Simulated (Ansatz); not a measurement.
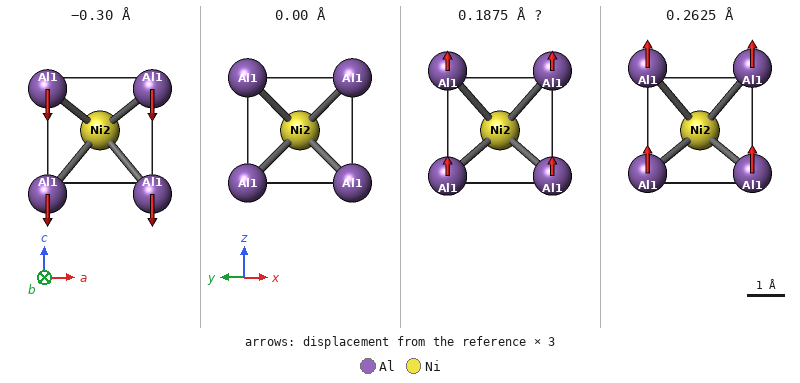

A scan of a crystal of AlNi (P4/mmm): the whole Al sublattice is shifted rigidly, along Cartesian [0 0 1], all else fixed. Style: ball-and-stick. Shown: the cell of the calculation, along the b axis. Red arrows: displacements from the reference.

These are results of DFT PBEsol, scalar-relativistic, plane waves, PAW in Ansatz, not measurements. (plane-wave cutoff 420 eV; k-point mesh 20 × 20 × 20; occupations gaussian; smearing width 0.15 eV; no spin polarisation). Energies (free energies at the smearing named) are counted from the relaxed crystal.

| displacement (Å) | E − E(ref) (meV/cell) |
| --- | --- |
| −0.3000 | 279.8 |
| −0.1500 | 70.0 |
| 0.0000 | 0.0 |
| 0.0375 | 4.4 |
| 0.0750 | 17.5 |
| 0.1125 | 39.4 |
| 0.1875 | ? |
| 0.2250 | 157.5 |
| 0.2625 | 214.3 |

### Fill in the missing row.

A straight line between the two neighbours gives 118.1 meV/cell. A cubic through the four nearest rows (0.0750, 0.1125, 0.2250, 0.2625) gives, with Lagrange weights, (−0.2000)(17.5) + (0.5000)(39.4) + (1.0000)(157.5) + (−0.3000)(214.3) = 109.4 meV/cell. The calculation gives 109.3 meV/cell, so the cubic is 0.1 meV/cell too high and the straight line 8.8 meV/cell too high, as the curve bends upwards here.

The whole profile:

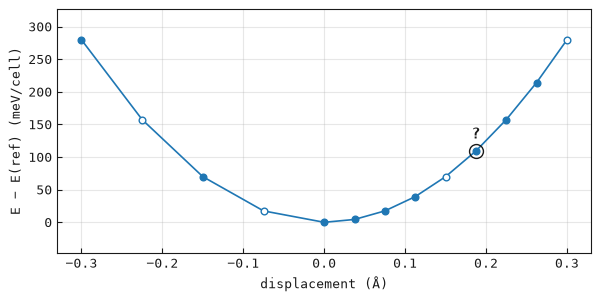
